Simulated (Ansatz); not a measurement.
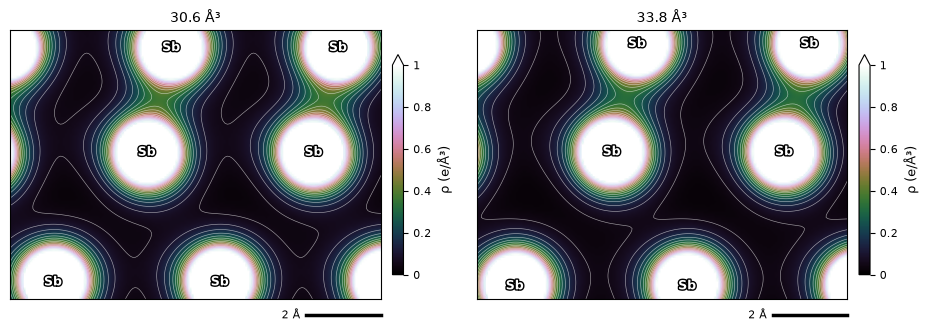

Sb. The valence charge density (pseudo) of cells scaled evenly to different volumes (given per atom above each panel), on the (010) plane of each (indices in the axes of the cell below), at one length scale and on one colour scale.

A structure from a database of computed crystals, not necessarily the ambient phase.

Theory: Kohn-Sham DFT of a periodic cell, PBE, Ansatz PAW (Ansatz 0.2.0).

The density is the valence pseudo-density of a PAW calculation; it isn't the true density close to the nuclei.

The largest cell:

```cif
data_structure
_symmetry_space_group_name_H-M 'P 1'
_symmetry_Int_Tables_number 1
_cell_length_a 4.6165
_cell_length_b 4.5078
_cell_length_c 6.6274
_cell_angle_alpha 90.000
_cell_angle_beta 101.722
_cell_angle_gamma 90.000
_cell_volume 135.04
loop_
_atom_site_label
_atom_site_type_symbol
_atom_site_fract_x
_atom_site_fract_y
_atom_site_fract_z
_atom_site_occupancy
Sb1 Sb 0.33993 0.25000 0.68367 1
Sb2 Sb 0.93664 0.75000 0.76276 1
Sb3 Sb 0.06336 0.25000 0.23724 1
Sb4 Sb 0.66007 0.75000 0.31633 1
```

| volume (Å³/atom) | Sb–Sb contact in the plane (Å) | ρ at its midpoint (e/Å³) | pressure (GPa) | 
| --- | --- | --- | --- |
| 30.58 | 2.878 | 0.369 | 2.3 | 
| 31.85 | 2.917 | ? | ? | 
| 33.76 | 2.975 | 0.324 | −2.4 | 

Estimate the missing row, and compare with the calculation.

Answer. Over the known rows ln ρ falls by 1.34 per Å of Sb–Sb distance (the line through the two), which gives 0.350 e/Å³ at 2.917 Å; the calculation gives 0.350 e/Å³. For the pressure, a straight line in volume between the neighbouring rows gives 0.4 GPa; the calculation gives 0.1, lower because pressure rises ever faster on compression.
